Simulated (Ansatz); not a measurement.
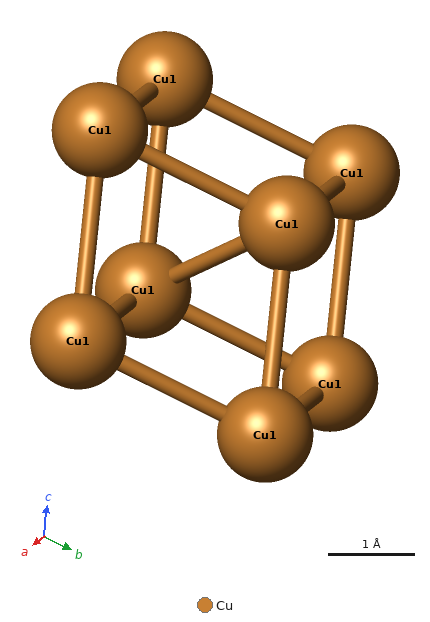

The input geometry of run A (ball-and-stick view of the reduced cell, seen slightly off an axis; atoms are numbered from 1 in the order of the input). An atom can appear more than once, as a periodic image. Near neighbours in the periodic cell (some may lie outside the picture): Cu has 8 Cu at 2.48 Å.

## Two runs on Cu

System: Cu (Im-3m, 1 atom in the cell).
Method of run A: DFT PBEsol, scalar-relativistic, plane waves, PAW, no spin polarisation (Ansatz 0.2.0).

The structure derives from an entry of the Crystallography Open Database. Text and figures count atoms from 1; the logs count them from 0 in places.

### Input file, run A
```yaml
crystal:
  lattice:
    - [0.0, 2.0289522891, 1.4344692684]
    - [2.0289522891, 0.0, 1.4344692684]
    - [2.0289522891, 2.0289522891, 0.0]
  atoms:
    - { symbol: Cu, position: [0.0, 0.0, 0.0] }
basis:
  ecutwfc: 420
kpoints:
  mp_grid: { grid: [24, 24, 24] }
hamiltonian:
  xc: pbesol
scf:
  occupations: { method: gaussian, width: 0.15 }
output:
  forces: true
  stress: true
  eigenvalues: true
```

Command:
```bash
ansatz run input.yaml --threads 1 --pin off --max-ram 2560MiB --backend cpu --events-out ev --progress --plain --runs-dir out
```

Hardware: 1 thread of Arm Neoverse V1, 24 GiB of memory available, shared host.

### Output, shortened to warnings, some set-up lines, iterations and results (run A)
```
Basis set: ecut = 420 eV, 225 PW (Γ), exchange–correlation on 36×36×40 points (8 copies of the dense FFT grid, shifted against one another)
Symmetry: 16 space group operations
k-points: 1063 of 13824
Initial density: superposition of atomic densities (neutral atoms: chi_scale 0, normalization atom), corrected by the library's trained network
[...]
SCF iter   1: F=—  HF=-6588.733323 eV  |F-HF|=—  |Δ(HF+E_count)|=         —  Δρ=2.18e-2  dr2=2.95e-2  ethr=1.77e-3  ⟨swp⟩=5.0  Hψ=72916  notcnv=0
SCF iter   2: F=—  HF=-6588.726607 eV  |F-HF|=—  |Δ(HF+E_count)|=   6.72e-3  Δρ=8.84e-4  dr2=2.72e-5  ethr=1.55e-4  ⟨swp⟩=2.8  Hψ=31060  notcnv=0  defer=187
SCF iter   3: F=—  HF=-6588.726606 eV  |F-HF|=—  |Δ(HF+E_count)|=   1.74e-6  Δρ=1.05e-3  dr2=5.41e-5  ethr=1.43e-7  ⟨swp⟩=2.0  Hψ=24636  notcnv=0  defer=187
SCF iter   4: F=—  HF=-6588.726636 eV  |F-HF|=—  |Δ(HF+E_count)|=   3.03e-5  Δρ=1.02e-4  dr2=5.09e-7  ethr=1.43e-7  ⟨swp⟩=1.0  Hψ=14468  notcnv=0  defer=187
SCF iter   5: F=-6588.726636 eV  HF=-6588.726636 eV  |F-HF|=6.89e-10  |Δ(HF+E_count)|=   2.01e-7  Δρ=5.32e-6  dr2=1.59e-9  ethr=2.68e-9  ⟨swp⟩=2.0  Hψ=21174  notcnv=0  …
SCF iter   6: F=-6588.726636 eV  HF=-6588.726636 eV  |F-HF|=1.82e-12  |Δ(HF+E_count)|=  8.58e-10  Δρ=1.59e-7  dr2=9.46e-13  ethr=8.36e-12  ⟨swp⟩=2.6  Hψ=49611  notcnv=0
SCF 1 converged in 6 iterations: F = -6588.726636 eV  dr2 = 9.46e-13
SCF converged after 6 iterations
Free energy (F): -6588.726636 eV
Harris-Foulkes:  -6588.726636 eV  (|F-HF|=1.82e-12)
Internal energy: -6588.722061 eV  (E = F + TS)
E sigma→0 (E₀):  -6588.724348 eV
Entropy (-TS):   -0.004575 eV (-4.575 meV/atom)
Fermi energy:    16.578188 eV
--- Per-component energies (eV) ---
  E_band       = -361.267929
  E_kinetic    = 300.049822
  E_local      = -4049.122872  (includes V_loc(G=0)·N_el)
  E_nonlocal   = 391.677931
  E_hartree    = 1780.531114
  E_xc         = -88.964805
  E_vxc        = -115.307497  (∫ρ·V_xc dr)
  E_paw        = -1626.441266  (= ΣΔE_a)
  E_vpaw       = -449.627836  (= ΣTr[D̂ρ^β])
  E_aug_tail   = 0.000243  (compensation charges beyond the density's cutoff)
  E_ewald      = -3296.658430
  E_core_change = 0.206202  (= ΣΔE_core)
  E_smearing   = -0.004575  (= −TS)
  E_closure    = 0.000000  (closes the sum)
  Σ components = -6588.726636   (vs F -6588.726636, Δ=0.00e0)
--- Forces (eV/Å), atoms counted from 1 ---
  atom   1  Cu    -0.00000000     0.00000000    -0.00000000
  max |Σ_I F_I| component: 1.97e-31 eV/Å
--- Stress (GPa, compression-positive) ---
       -5.923556       0.000000       0.000000
        0.000000      -5.923556      -0.000000
        0.000000       0.000000      -5.924837
  P = ⅓ Tr σ = -5.9240 GPa (-59.240 kbar)
```

The input of run B differs as follows (lines with − go, lines with + come):
```diff
-    - [0.0, 2.0289522891, 1.4344692684]
-    - [2.0289522891, 0.0, 1.4344692684]
-    - [2.0289522891, 2.0289522891, 0.0]
+    - [0.0, 2.0866063294, 1.3562941141]
+    - [2.0866063294, 0.0, 1.3562941141]
+    - [2.0866063294, 2.0866063294, 0.0]
```

How does run B compare with run A?

With the same functional and potentials, run B lies 0.37 meV per atom lower. The pressure goes from −5.92 to −5.74 GPa. The number of SCF iterations is the same.

### Output, shortened to warnings, some set-up lines, iterations and results (run B)
```
Basis set: ecut = 420 eV, 225 PW (Γ), exchange–correlation on 36×36×40 points (8 copies of the dense FFT grid, shifted against one another)
Symmetry: 16 space group operations
k-points: 1063 of 13824
Initial density: superposition of atomic densities (neutral atoms: chi_scale 0, normalization atom), corrected by the library's trained network
[...]
SCF iter   1: F=—  HF=-6588.733584 eV  |F-HF|=—  |Δ(HF+E_count)|=         —  Δρ=2.17e-2  dr2=2.91e-2  ethr=1.77e-3  ⟨swp⟩=5.1  Hψ=73326  notcnv=0
SCF iter   2: F=—  HF=-6588.726975 eV  |F-HF|=—  |Δ(HF+E_count)|=   6.61e-3  Δρ=8.62e-4  dr2=2.53e-5  ethr=1.53e-4  ⟨swp⟩=2.8  Hψ=30717  notcnv=0  defer=160
SCF iter   3: F=—  HF=-6588.726977 eV  |F-HF|=—  |Δ(HF+E_count)|=   1.68e-6  Δρ=1.03e-3  dr2=5.17e-5  ethr=1.33e-7  ⟨swp⟩=2.0  Hψ=24646  notcnv=0  defer=160
SCF iter   4: F=—  HF=-6588.727007 eV  |F-HF|=—  |Δ(HF+E_count)|=   3.01e-5  Δρ=9.86e-5  dr2=4.78e-7  ethr=1.33e-7  ⟨swp⟩=1.0  Hψ=14476  notcnv=0  defer=160
SCF iter   5: F=-6588.727007 eV  HF=-6588.727007 eV  |F-HF|=4.07e-10  |Δ(HF+E_count)|=   2.92e-7  Δρ=4.96e-6  dr2=1.48e-9  ethr=2.52e-9  ⟨swp⟩=2.0  Hψ=21125  notcnv=0  …
SCF iter   6: F=-6588.727007 eV  HF=-6588.727007 eV  |F-HF|=3.64e-12  |Δ(HF+E_count)|=  7.15e-10  Δρ=2.05e-7  dr2=1.85e-12  ethr=7.81e-12  ⟨swp⟩=2.6  Hψ=49563  notcnv=0
SCF 1 converged in 6 iterations: F = -6588.727007 eV  dr2 = 1.85e-12
SCF converged after 6 iterations
Free energy (F): -6588.727007 eV
Harris-Foulkes:  -6588.727007 eV  (|F-HF|=3.64e-12)
Internal energy: -6588.722550 eV  (E = F + TS)
E sigma→0 (E₀):  -6588.724778 eV
Entropy (-TS):   -0.004457 eV (-4.457 meV/atom)
Fermi energy:    16.584481 eV
--- Per-component energies (eV) ---
  E_band       = -361.265310
  E_kinetic    = 300.074682
  E_local      = -4050.409948  (includes V_loc(G=0)·N_el)
  E_nonlocal   = 391.672681
  E_hartree    = 1781.168075
  E_xc         = -88.972654
  E_vxc        = -115.318057  (∫ρ·V_xc dr)
  E_paw        = -1626.437340  (= ΣΔE_a)
  E_vpaw       = -449.621174  (= ΣTr[D̂ρ^β])
  E_aug_tail   = 0.000263  (compensation charges beyond the density's cutoff)
  E_ewald      = -3296.024512
  E_core_change = 0.206202  (= ΣΔE_core)
  E_smearing   = -0.004457  (= −TS)
  E_closure    = 0.000000  (closes the sum)
  Σ components = -6588.727007   (vs F -6588.727007, Δ=0.00e0)
--- Forces (eV/Å), atoms counted from 1 ---
  atom   1  Cu    -0.00000000     0.00000000     0.00000000
  max |Σ_I F_I| component: 4.93e-32 eV/Å
--- Stress (GPa, compression-positive) ---
       -5.837057       0.000000       0.000000
        0.000000      -5.837057      -0.000000
        0.000000       0.000000      -5.536199
  P = ⅓ Tr σ = -5.7368 GPa (-57.368 kbar)
```

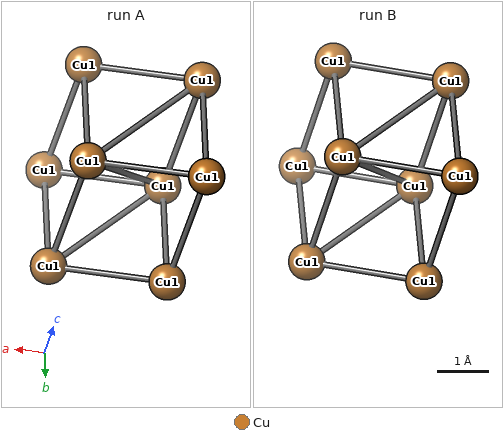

The two input geometries at one scale (ball-and-stick view of the reduced cell, seen at an oblique angle). The atoms keep their places relative to the cell (all moves are under 0.005 Å). The drawn cell changes at constant volume: a = b = c 2.485 → 2.489 Å (+0.2 %), α 109.5° → 107.3°, β 109.5° → 107.3°, γ 109.5° → 114.0°. Among the contacts that change: Cu1–Cu1 2.869 → 2.713 Å.

### The two runs side by side

```csv
quantity,run A,run B
outcome,converged,converged
free energy per atom (eV),−6588.7266,−6588.7270
"energy per atom, smearing taken to zero (eV)",−6588.7243,−6588.7248
gap on the mesh (eV),0.00,0.00
pressure (GPa),−5.92,−5.74
largest force (eV/Å),0.000,0.000
SCF iterations,6,6
irreducible k-points,1063,1063
plane waves at Γ,225,225
wall time (shared host),11 s,11 s
```

For run A: The cell is under a tension of 5.9 GPa at this level, so it is not at its equilibrium volume. For run B: The cell is under a tension of 5.7 GPa at this level, so it is not at its equilibrium volume.
